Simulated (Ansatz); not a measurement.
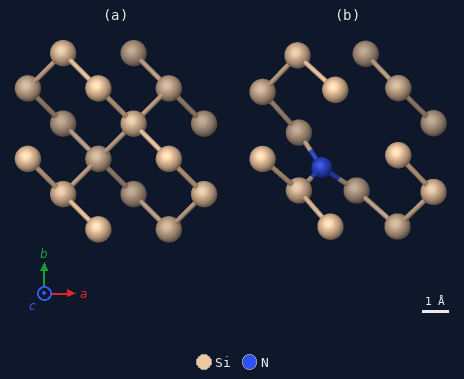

Left: perfect Si. Right: the same region with a pair of point defects, after relaxing the atoms in a supercell of 64 sites. Style: ball-and-stick. Shown: the atoms within 4.6 Å of one point, in a slice 4.2 Å thick across the line of sight, along the c axis.

Level of theory: DFT, PBEsol, PAW, plane waves in Ansatz 0.2.0. Settings: plane-wave cutoff 420 eV; k-point mesh 1 × 1 × 1; mesh shifted by (0.25, 0.25, 0.25); collinear spin. Fermi-Dirac smearing of 0.01 eV. The axes drawn are those of the host's conventional cell.

What kind of defect was made?

Answer. A silicon atom is replaced by nitrogen and a silicon atom is taken out (a vacancy), the two sites 2.4 Å apart.

The charge state of the cell is 0.

How does the lattice respond?

Answer. In the host the Si atom has 4 Si at 2.35 Å; the N atom ends with 3 Si at 1.83 to 1.84 Å. Around the empty Si site the host had 4 Si at 2.35 Å; after relaxation the nearest atoms are 3 Si at 2.19 to 2.23 Å. Of the host's atoms, a silicon atom moves furthest from its site, by 0.40 Å. The N atom itself moves 0.58 Å from where it was put. The cell's net moment is 1.00 μB.
